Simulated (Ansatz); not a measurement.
```yaml
crystal:
  lattice:
    - [1.44114, 2.49613, 0.03934]
    - [4.98717, -2.87935, -0.00002]
    - [-0.03111, -0.05392, -5.29572]
  atoms:
    - { symbol: Hf, position: [0.00000, 0.32792, 0.75000] }
    - { symbol: Hf, position: [0.50000, 0.82792, 0.75000] }
    - { symbol: Hf, position: [0.00000, 0.67208, 0.25000] }
    - { symbol: Hf, position: [0.50000, 0.17208, 0.25000] }
```

Space group C2/c; changed on purpose from its base cell (strained and moved within a subgroup); computed pressure about 3 GPa in this cell.

All numbers below come from DFT PBE, scalar-relativistic, plane waves, PAW (Ansatz 0.2.0).

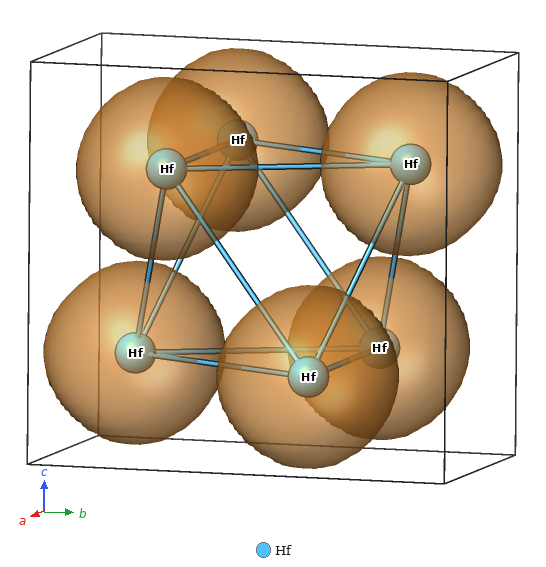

Hf. Isosurface of the valence pseudo-density at 0.3 e/Å³ (orange), seen slightly off an axis. Sticks mark near contacts.

Which contacts does the surface bridge?

Answer. At this value the density breaks into separate islands; it holds about 90 % of the electrons treated as valence (semicore included). It bridges none of the near contacts. It is pinched off along the sampled Hf–Hf (2.88 Å), Hf–Hf (3.11 Å), Hf–Hf (3.18 Å) and Hf–Hf (3.22 Å) contacts. On the grid the lowest density along these lines, outside the cores, is 0.26 e/Å³ (Hf–Hf, 2.88 Å), 0.2 e/Å³ (Hf–Hf, 3.11 Å), 0.19 e/Å³ (Hf–Hf, 3.18 Å) and 0.19 e/Å³ (Hf–Hf, 3.22 Å).

Does the calculation give a band gap?

Answer. It is metallic or semimetallic at this level of theory: no gap opens.
